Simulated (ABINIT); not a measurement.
Geometry relaxation of WC (part 1 of 3)

- system: WC (P-6m2, 2 atoms in the cell)
- method: Kohn-Sham DFT of a periodic cell, LDA, PseudoDojo NC SR LDA v0.4.1 standard, no spin polarisation (ABINIT 10.8.3)

The structure derives from an entry of the Crystallography Open Database.

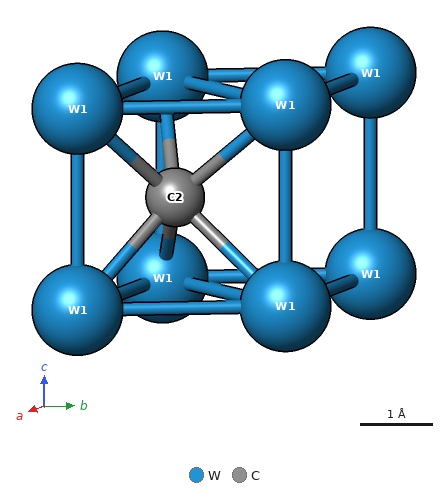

**Figure 1.** The structure as given in the input (ball-and-stick view of the cell of the calculation, seen slightly off an axis; atoms are numbered from 1 in the order of the input). An atom can appear more than once, as a periodic image. Near neighbours in the periodic cell (some may lie outside the picture): W has 6 C at 2.20 Å and 8 W at 2.84 to 2.91 Å; C has 6 W at 2.20 Å.

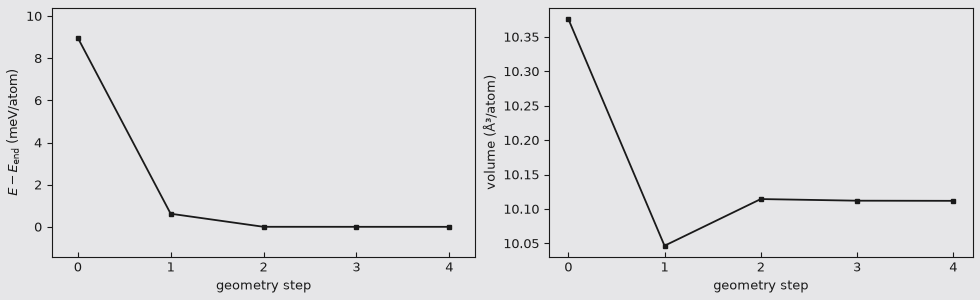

**Figure 2.** Progress of the relaxation, step by step (steps are counted from 0).

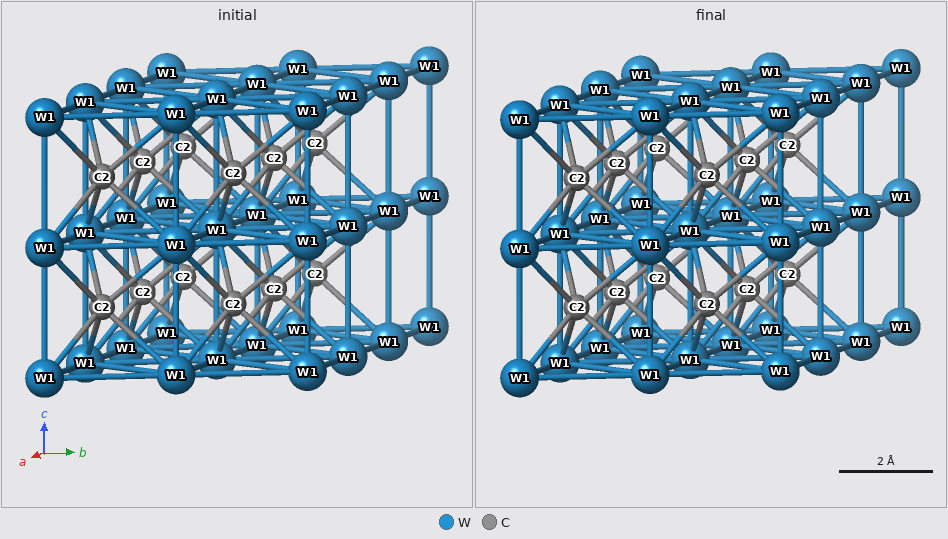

**Figure 3.** Before (left) and after (right) the relaxation, at one scale (ball-and-stick view of the cell of the calculation, repeated 3 × 2 × 2, seen slightly off an axis). The energy falls by 9.0 meV per atom in 4 geometry steps. All forces vanish by symmetry, so only the cell relaxes. No atom moves by more than 0.005 Å relative to the cell. Cell: a 2.906 → 2.883 Å (−0.8 %), b 2.907 → 2.883 Å (−0.8 %), c 2.837 → 2.809 Å (−1.0 %). Volume −2.5 %. Among the contacts that change: W1–W1 2.837 → 2.809 Å, W1–C2 2.197 → 2.178 Å. The space group stays P-6m2 (No. 187). (Atoms are counted from 1 in the order of the input.)

These pictures come from the run below.

## Input file
```
pp_dirpath "./"
pseudos "W.upf, C.upf"

acell 2.9065 2.9065 2.8366 Angstrom
rprim
     1.0000000000     0.0000000000     0.0000000000
    -0.5000000000     0.8660254038     0.0000000000
     0.0000000000     0.0000000000     1.0000000000
ntypat 2
znucl 74 6
natom 2
typat 1 2
chkprim 0
chksymtnons 0
tolsym 1.0e-6
xred
            0.0            0.0            0.0
            2/3            1/3            1/2

ecut 41.0
ecutsm 0.5

kptopt 1
ngkpt 8 8 7
nshiftk 1
shiftk 0.0 0.0 0.0

ixc 7

nband 13
occopt 3
tsmear 0.05 eV

nstep 80
tolvrs 1.0e-12

iomode 3
prteig 0
prtebands 0
prtwf 0
prtden 0

ionmov 2
optcell 2
ntime 50
tolmxf 2.0e-5
dilatmx 1.08
```

Launched with:
```bash
mpirun --bind-to none -np 4 abinit run.abi > log 2>&1
```

## Output
```
.Version 10.8.3 of ABINIT
 Symmetries : space group P-6 m 2 (#187); Bravais hP (primitive hexag.)
================================================================================
 Values of the parameters that define the memory need of the present run
     intxc =       0    ionmov =       2      iscf =       7    lmnmax =       8
     lnmax =       8     mgfft =      36  mpssoang =       4    mqgrid =    3001
     natom =       2  nloc_mem =       1    nspden =       1   nspinor =       1
    nsppol =       1      nsym =      12    n1xccc =    2501    ntypat =       2
    occopt =       3   xclevel =       1
       mpw =        2261          nfft =       46656          nkpt =          40
================================================================================
================================================================================

--------------------------------------------------------------------------------
------------- Echo of variables that govern the present computation ------------
--------------------------------------------------------------------------------
 -outvars: echo values of preprocessed input variables --------
            acell      5.4924889850E+00  5.4924889850E+00  5.3603971288E+00 Bohr
              amu      1.83850000E+02  1.20110000E+01
          chkprim           0
      chksymtnons           0
          dilatmx      1.08000000E+00
             ecut      4.10000000E+01 Hartree
           ecutsm      5.00000000E-01 Hartree
           ionmov           2
              ixc           7
         kptrlatt        8    0    0      0    8    0      0    0    7
          kptrlen      3.75227799E+01
            natom           2
            nband          13
            ngfft          36      36      36
             nkpt          40
            nstep          80
             nsym          12
            ntime          50
           ntypat           2
           occopt           3
          optcell           2
           prtden           0
        prtebands           0
           prteig           0
            prtwf           0
            rprim      1.0000000000E+00  0.0000000000E+00  0.0000000000E+00
                      -5.0000000000E-01  8.6602540380E-01  0.0000000000E+00
                       0.0000000000E+00  0.0000000000E+00  1.0000000000E+00
          spgroup         187
           tolmxf      2.00000000E-05
           tolsym      1.00000000E-06
           tolvrs      1.00000000E-12
           tsmear      1.83746611E-03 Hartree
            typat      1  2
           xangst      0.0000000000E+00  0.0000000000E+00  0.0000000000E+00
                       1.4532500000E+00  8.3903427871E-01  1.4183000000E+00
            xcart      0.0000000000E+00  0.0000000000E+00  0.0000000000E+00
                       2.7462444925E+00  1.5855449970E+00  2.6801985644E+00
             xred      0.0000000000E+00  0.0000000000E+00  0.0000000000E+00
                       6.6666666667E-01  3.3333333333E-01  5.0000000000E-01
            znucl       74.00000    6.00000

================================================================================

 chkinp: Checking input parameters for consistency.

================================================================================
== DATASET  1 ==================================================================

--- !DatasetInfo
iteration_state: {dtset: 1, }
dimensions: {natom: 2, nkpt: 40, mband: 13, nsppol: 1, nspinor: 1, nspden: 1, mpw: 2261, }
cutoff_energies: {ecut:  41.0, pawecutdg:  -1.0, }
electrons: {nelect:   1.80000000E+01, charge:   0.00000000E+00, occopt:   3.00000000E+00, tsmear:   1.83746611E-03, }
meta: {optdriver: 0, ionmov: 2, optcell: 2, iscf: 7, paral_kgb: 0, }
...

 Exchange-correlation functional for the present dataset will be:
  LDA: Perdew-Wang 92 LSD fit to Ceperley-Alder data - ixc=7
  J.P.Perdew and Y.Wang, PRB 45, 13244 (1992)

 Real(R)+Recip(G) space primitive vectors, cartesian coordinates (Bohr,Bohr^-1):
 R(1)=  5.4924890  0.0000000  0.0000000  G(1)=  0.1820668  0.1051163  0.0000000
 R(2)= -2.7462445  4.7566350  0.0000000  G(2)=  0.0000000  0.2102327  0.0000000
 R(3)=  0.0000000  0.0000000  5.3603971  G(3)=  0.0000000  0.0000000  0.1865533
 Unit cell volume ucvol=  1.4004448E+02 bohr^3
 Angles (23,13,12)=  9.00000000E+01  9.00000000E+01  1.20000000E+02 degrees

 getcut: wavevector=  0.0000  0.0000  0.0000  ngfft=  36  36  36
         ecut(hartree)=     47.822   => boxcut(ratio)=   2.10549

--- Pseudopotential description ------------------------------------------------
- pspini: atom type   1  psp file is ./W.upf
  74.00000  14.00000  180309                  znucl, zion, pspdat
12 -1012 3 -1 1380                            pspcod,pspxc,lmax,lloc,mmax
     nproj     2     2     2     2

- pspini: atom type   2  psp file is ./C.upf
   6.00000   4.00000  180309                  znucl, zion, pspdat
12 -1012 1 -1 1234                            pspcod,pspxc,lmax,lloc,mmax
     nproj     2     2     0     0

   2.81287878E+02                                ecore*ucvol(ha*bohr**3)
--------------------------------------------------------------------------------

================================================================================

=== [ionmov= 2] Broyden-Fletcher-Goldfarb-Shanno method (forces)
================================================================================

--- Iteration: ( 1/50) Internal Cycle: (1/1)
--------------------------------------------------------------------------------

---SELF-CONSISTENT-FIELD CONVERGENCE--------------------------------------------

--- !BeginCycle
iteration_state: {dtset: 1, itime: 1, icycle: 1, }
solver: {iscf: 7, nstep: 80, nline: 4, wfoptalg: 0, }
tolerances: {tolvrs: 1.00E-12, }
...

     iter   Etot(hartree)      deltaE(h)  residm     vres2
 ETOT  1  -81.813591810867    -8.181E+01 3.024E-01 8.448E+02
 ETOT  2  -81.725397992687     8.819E-02 3.923E-02 1.516E+03
 ETOT  3  -81.975910967405    -2.505E-01 1.477E-02 1.353E+00
 ETOT  4  -81.976273976968    -3.630E-04 6.869E-03 1.359E-01
 ETOT  5  -81.976273420671     5.563E-07 2.214E-03 1.036E-01
 ETOT  6  -81.976289607342    -1.619E-05 8.903E-04 7.786E-03
 ETOT  7  -81.976290978493    -1.371E-06 5.380E-04 9.014E-06
 ETOT  8  -81.976290979909    -1.417E-09 4.022E-04 2.300E-07
 ETOT  9  -81.976290979932    -2.341E-11 3.320E-04 2.413E-08
 ETOT 10  -81.976290979936    -3.226E-12 2.238E-04 1.812E-10
 ETOT 11  -81.976290979935     6.821E-13 1.894E-04 4.605E-12
 ETOT 12  -81.976290979936    -6.679E-13 1.220E-04 4.529E-16

 At SCF step   12       vres2   =  4.53E-16 < tolvrs=  1.00E-12 =>converged.

 Cartesian components of stress tensor (hartree/bohr^3)
  sigma(1 1)=  3.23416262E-04  sigma(3 2)=  0.00000000E+00
  sigma(2 2)=  3.23416261E-04  sigma(3 1)=  0.00000000E+00
  sigma(3 3)=  4.23529390E-04  sigma(2 1)=  0.00000000E+00

--- !ResultsGS
iteration_state: {dtset: 1, itime: 1, icycle: 1, }
comment   : Summary of ground state results
lattice_vectors:
- [  5.4924890,   0.0000000,   0.0000000, ]
- [ -2.7462445,   4.7566350,   0.0000000, ]
- [  0.0000000,   0.0000000,   5.3603971, ]
lattice_lengths: [   5.49249,    5.49249,    5.36040, ]
lattice_angles: [ 90.000,  90.000, 120.000, ] # degrees, (23, 13, 12)
lattice_volume:   1.4004448E+02
convergence: {deltae: -6.679E-13, res2:  4.529E-16, residm:  1.220E-04, diffor: null, }
etotal    :  -8.19762910E+01
entropy   :   0.00000000E+00
fermie    :   6.36073158E-01
cartesian_stress_tensor: # hartree/bohr^3
- [  3.23416262E-04,   0.00000000E+00,   0.00000000E+00, ]
- [  0.00000000E+00,   3.23416261E-04,   0.00000000E+00, ]
- [  0.00000000E+00,   0.00000000E+00,   4.23529390E-04, ]
pressure_GPa:  -1.0497E+01
xred      :
- [  0.0000E+00,   0.0000E+00,   0.0000E+00,  W]
- [  6.6667E-01,   3.3333E-01,   5.0000E-01,  C]
cartesian_forces: # hartree/bohr
- [ -0.00000000E+00,  -0.00000000E+00,  -0.00000000E+00, ]
- [ -0.00000000E+00,  -0.00000000E+00,  -0.00000000E+00, ]
force_length_stats: {min:   0.00000000E+00, max:   0.00000000E+00, mean:   0.00000000E+00, }
...

 Integrated electronic density in atomic spheres:
 ------------------------------------------------
 Atom  Sphere_radius  Integrated_density
    1        2.00000         10.19153547
    2        2.00000          4.06476227

---OUTPUT-----------------------------------------------------------------------

 Cartesian coordinates (xcart) [bohr]
  0.00000000000000E+00  0.00000000000000E+00  0.00000000000000E+00
  2.74624449247548E+00  1.58554499701974E+00  2.68019856437501E+00
 Reduced coordinates (xred)
  0.00000000000000E+00  0.00000000000000E+00  0.00000000000000E+00
  6.66666666666667E-01  3.33333333333333E-01  5.00000000000000E-01
 Cartesian forces (fcart) [Ha/bohr]; max,rms= 0.00000E+00 0.00000E+00 (free atoms)
 -0.00000000000000E+00 -0.00000000000000E+00 -0.00000000000000E+00
 -0.00000000000000E+00 -0.00000000000000E+00 -0.00000000000000E+00
 Gradient of E wrt nuclear positions in reduced coordinates (gred)
  0.00000000000000E+00 -0.00000000000000E+00  0.00000000000000E+00
  0.00000000000000E+00 -0.00000000000000E+00  0.00000000000000E+00
 Scale of Primitive Cell (acell) [bohr]
  5.49248898495097E+00  5.49248898495097E+00  5.36039712875001E+00
 Real space primitive translations (rprimd) [bohr]
  5.49248898495097E+00  0.00000000000000E+00  0.00000000000000E+00
 -2.74624449247548E+00  4.75663499105922E+00  0.00000000000000E+00
  0.00000000000000E+00  0.00000000000000E+00  5.36039712875001E+00
 Unitary Cell Volume (ucvol) [Bohr^3]=  1.40044477267417E+02
 Angles (23,13,12)= [degrees]
  9.00000000000000E+01  9.00000000000000E+01  1.19999999999554E+02
 Lengths [Bohr]
  5.49248898495097E+00  5.49248898502499E+00  5.36039712875001E+00
 Stress tensor in cartesian coordinates (strten) [Ha/bohr^3]
  3.23416261542288E-04  0.00000000000000E+00  0.00000000000000E+00
  0.00000000000000E+00  3.23416261015237E-04  0.00000000000000E+00
  0.00000000000000E+00  0.00000000000000E+00  4.23529390252740E-04
 Total energy (etotal) [Ha]= -8.19762909799357E+01

--- Iteration: ( 2/50) Internal Cycle: (1/1)
--------------------------------------------------------------------------------

---SELF-CONSISTENT-FIELD CONVERGENCE--------------------------------------------

--- !BeginCycle
iteration_state: {dtset: 1, itime: 2, icycle: 1, }
solver: {iscf: 7, nstep: 80, nline: 4, wfoptalg: 0, }
tolerances: {tolvrs: 1.00E-12, }
...

     iter   Etot(hartree)      deltaE(h)  residm     vres2
 ETOT  1  -81.969162291690    -8.197E+01 6.986E-02 5.722E+01
 ETOT  2  -81.966946102169     2.216E-03 8.552E-05 6.263E+01
 ETOT  3  -81.976731789713    -9.786E-03 5.103E-04 1.034E+00
 ETOT  4  -81.976904039706    -1.722E-04 4.150E-05 3.804E-03
 ETOT  5  -81.976904578398    -5.387E-07 2.320E-05 3.011E-05
 ETOT  6  -81.976904581543    -3.145E-09 1.640E-05 2.181E-07
 ETOT  7  -81.976904581571    -2.817E-11 1.054E-05 1.507E-09
 ETOT  8  -81.976904581570     7.958E-13 6.531E-06 1.155E-11
 ETOT  9  -81.976904581571    -6.963E-13 4.704E-06 7.559E-14

 At SCF step    9       vres2   =  7.56E-14 < tolvrs=  1.00E-12 =>converged.

 Cartesian components of stress tensor (hartree/bohr^3)
  sigma(1 1)= -8.01352675E-05  sigma(3 2)=  0.00000000E+00
  sigma(2 2)= -8.01352680E-05  sigma(3 1)=  0.00000000E+00
  sigma(3 3)= -1.31254458E-04  sigma(2 1)=  0.00000000E+00

--- !ResultsGS
iteration_state: {dtset: 1, itime: 2, icycle: 1, }
comment   : Summary of ground state results
lattice_vectors:
- [  5.4391982,   0.0000000,   0.0000000, ]
- [ -2.7195991,   4.7104838,   0.0000000, ]
- [  0.0000000,   0.0000000,   5.2922886, ]
lattice_lengths: [   5.43920,    5.43920,    5.29229, ]
lattice_angles: [ 90.000,  90.000, 120.000, ] # degrees, (23, 13, 12)
lattice_volume:   1.3559507E+02
convergence: {deltae: -6.963E-13, res2:  7.559E-14, residm:  4.704E-06, diffor: null, }
etotal    :  -8.19769046E+01
entropy   :   0.00000000E+00
fermie    :   6.61507211E-01
cartesian_stress_tensor: # hartree/bohr^3
- [ -8.01352675E-05,   0.00000000E+00,   0.00000000E+00, ]
- [  0.00000000E+00,  -8.01352680E-05,   0.00000000E+00, ]
- [  0.00000000E+00,   0.00000000E+00,  -1.31254458E-04, ]
pressure_GPa:   2.8590E+00
xred      :
- [  0.0000E+00,   0.0000E+00,   0.0000E+00,  W]
- [  6.6667E-01,   3.3333E-01,   5.0000E-01,  C]
cartesian_forces: # hartree/bohr
- [  0.00000000E+00,   0.00000000E+00,  -0.00000000E+00, ]
- [  0.00000000E+00,   0.00000000E+00,  -0.00000000E+00, ]
force_length_stats: {min:   0.00000000E+00, max:   0.00000000E+00, mean:   0.00000000E+00, }
...

 Integrated electronic density in atomic spheres:
 ------------------------------------------------
 Atom  Sphere_radius  Integrated_density
    1        2.00000         10.24193372
    2        2.00000          4.14838552

---OUTPUT-----------------------------------------------------------------------
```
